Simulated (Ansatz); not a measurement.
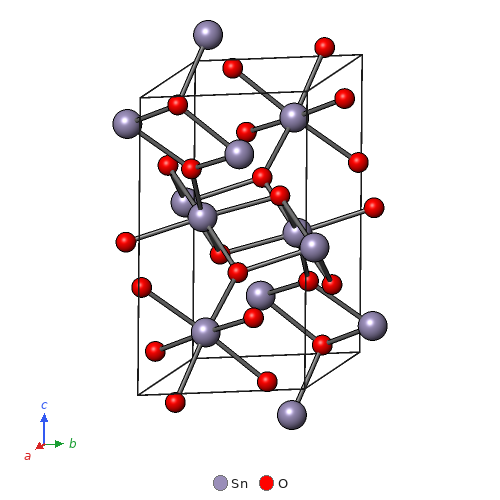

The system is SnO₂ (I4/m, No. 87; 12 atoms in the cell); the picture shows the reference structure. The energy is mapped over the lattice constants a and c of the conventional cell. The first coordinate is: lattice constant a (and b); the second: lattice constant c. Nothing is relaxed (fractional coordinates fixed). The scan uses a 5 × 5 grid. Points are written as (first, second). Energies: meV/atom, counted from the lowest grid point. These are results of Ansatz, DFT LDA, scalar-relativistic, plane waves, PAW, not measurements. Settings: cutoff 520 eV, k-mesh 10×10×10, gaussian smearing 0.05 eV, no spin polarisation.

Its coordinates:

```xyz
12
Lattice="-5.2884 5.2884 1.5870 5.2884 -5.2884 1.5870 5.2884 5.2884 -1.5870" Properties=species:S:1:pos:R:3 pbc="T T T"
Sn    1.7534    3.6938    0.0000
Sn   -1.5946    3.5350    1.5870
Sn    6.8830    1.7534    0.0000
Sn    3.5350    1.5946    1.5870
O     4.8540    1.6903    0.0000
O     1.6903    5.7228    0.0000
O     3.5982   -0.4344    1.5870
O     0.4344    3.5982    1.5870
O     3.0729    3.6367    1.5870
O     3.6367   -3.0729    1.5870
O     2.2155    1.6517    0.0000
O     1.6517    8.3614    0.0000
```

Range: lattice constant a (and b) from 9.84 to 11.32 Å; lattice constant c from 2.793 to 3.555 Å.

Question: What landscape does the calculation give?

Answer: The lowest grid point is at (10.58 Å, 3.174 Å). No other kind of well shows on this grid. The highest grid point, (9.84 Å, 2.793 Å), lies 805 meV/atom above the lowest. Round the minimum the valley is somewhat tilted: raising lattice constant a (and b) shifts the best value of lattice constant c downwards (coupling k₁₂/√(k₁₁k₂₂) about 0.5).

```
lattice constant c ↓, lattice constant a (and b) →  9.84  10.21  10.58  10.95  11.32
                                             3.555   173    132    171    265    398
                                             3.365   130     46     50    118    231
                                             3.174   180     41      0     33    120
                                             2.984   380    167     68     55    105
                                             2.793   805    498    321    244    244
```

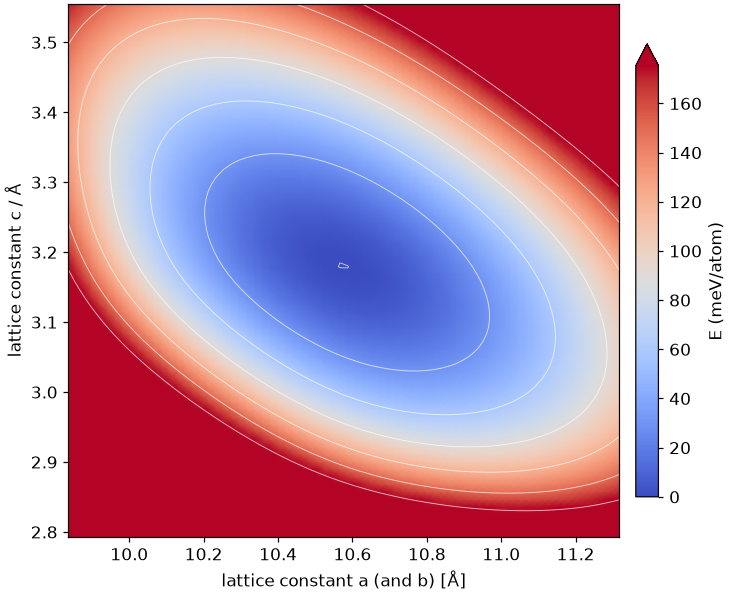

Drawn: a smooth colour map with a few white contour lines, one colour for all values above the top of the scale. Between grid points the surface is interpolated.

Time for the 25 points that were run: 10 min on 4 threads of AMD EPYC 7R43 64-Core Processor (Zen 3), with other jobs on the host.

PAW datasets: the set soft_1.
